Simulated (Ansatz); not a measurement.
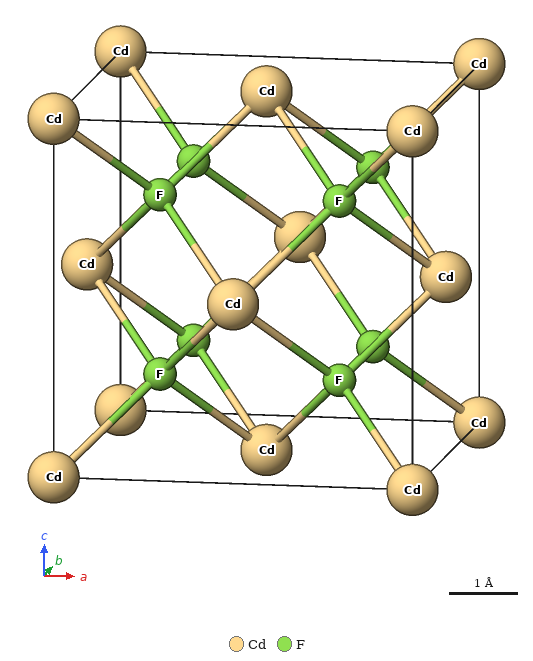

Normal modes of solid CdF2 relaxed at −3 GPa, at the zone centre. A ball-and-stick model of the conventional cell (4 times the calculation's cell), seen slightly off an axis. Lengths and directions refer to the drawn axes.

These are results of DFT PBEsol, scalar-relativistic, plane waves, PAW (Ansatz), not measurements.

Input file:
```yaml
crystal:
  lattice:
    - [0.0, 2.7188128301, 2.7188128301]
    - [2.7188128301, 0.0, 2.7188128301]
    - [2.7188128301, 2.7188128301, 0.0]
  atoms:
    - { symbol: Cd, position: [0.0, 0.0, 0.0] }
    - { symbol: F, position: [0.25, 0.25, 0.25] }
    - { symbol: F, position: [0.75, 0.75, 0.75] }
basis:
  ecutwfc: 420
kpoints:
  mp_grid: { grid: [8, 8, 8] }
hamiltonian:
  xc: pbesol
scf:
  occupations: { method: fixed }
output:
  eigenvalues: true
phonons:
  method: dfpt
  dielectric: true
  rigid_motions: translations
  eigenvectors: true
```

Run as
```bash
ansatz run input.yaml --threads 1 --pin off --max-ram 1228MiB --backend cpu --events-out ev --progress --plain --runs-dir out
```

Frequencies are those without the non-analytic (LO–TO) term.

**List the optical modes.**

The calculation's cell holds 3 atoms, so there are 6 optical modes, in 2 levels. The optical modes span T₁u + T₂g. No level is unstable.

```tsv
level	symmetry	frequency (cm⁻¹)	activity
1	T₁u	195	infrared-active
2	T₂g	285	Raman-active
```

The modes drawn as arrows (one member of each degenerate set):

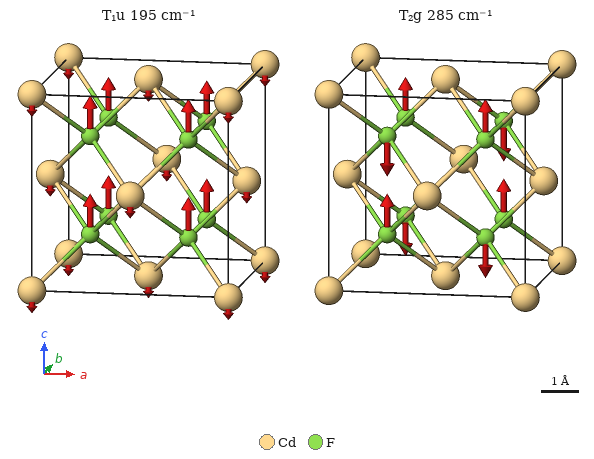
